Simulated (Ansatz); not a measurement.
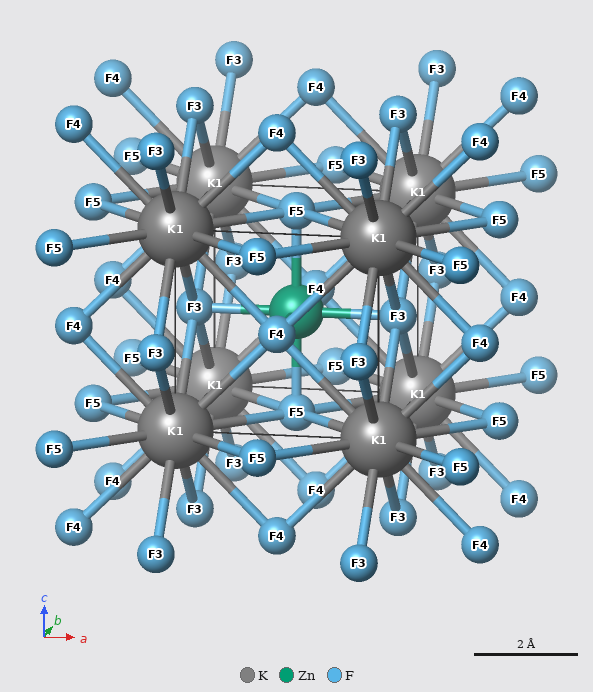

This is a crystal of KZnF3 (set up in Pm-3m). A ball-and-stick model of the cell of the calculation, seen slightly off an axis.

All numbers below come from Ansatz 0.2.0, DFT PBEsol, scalar-relativistic, plane waves, PAW. (plane-wave cutoff 420 eV; k-point mesh 6 × 6 × 6; occupations gaussian; smearing width 0.02 eV; no spin polarisation)

Now this is done to it. Biaxial strain in the a–b plane, −3.0 %, is applied. The c axis and the atoms are relaxed.

Question: What is the effect?

Answer: It costs 12.4 meV per atom. Pressure: 0.0 GPa before, 3.5 GPa after. The principal stresses (compression positive) are 0.0 GPa along c and 5.3 GPa across it. The drawn cell changes as follows: a = b 4.052 → 3.930 Å (−3.0 %), c 4.052 → 4.156 Å (+2.6 %); the volume changes by −3.5 %. The atoms keep their places relative to the cell (all moves are under 0.005 Å). Among the bonded contacts that change: F–K 2.865 → 2.779 to 2.860 Å, F–Zn 2.026 → 1.965 to 2.078 Å. The space group (tolerance 0.01 Å) goes from Pm-3m (No. 221) to P4/mmm (No. 123).

Drawn alike, the variant:

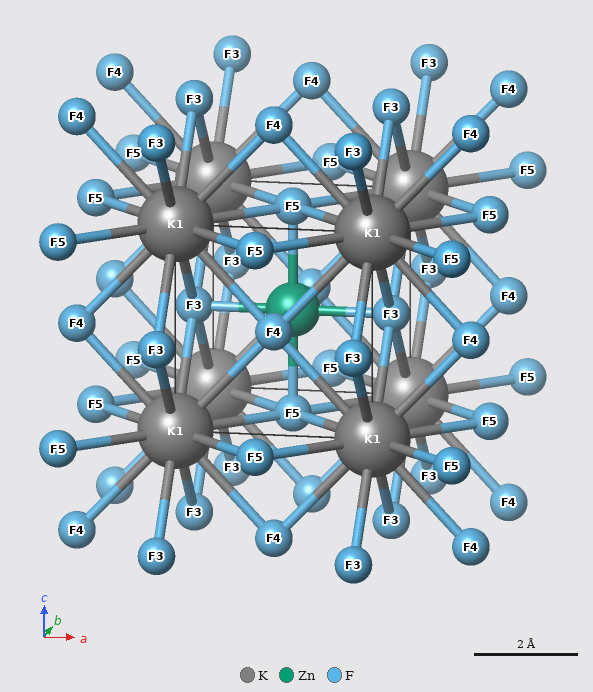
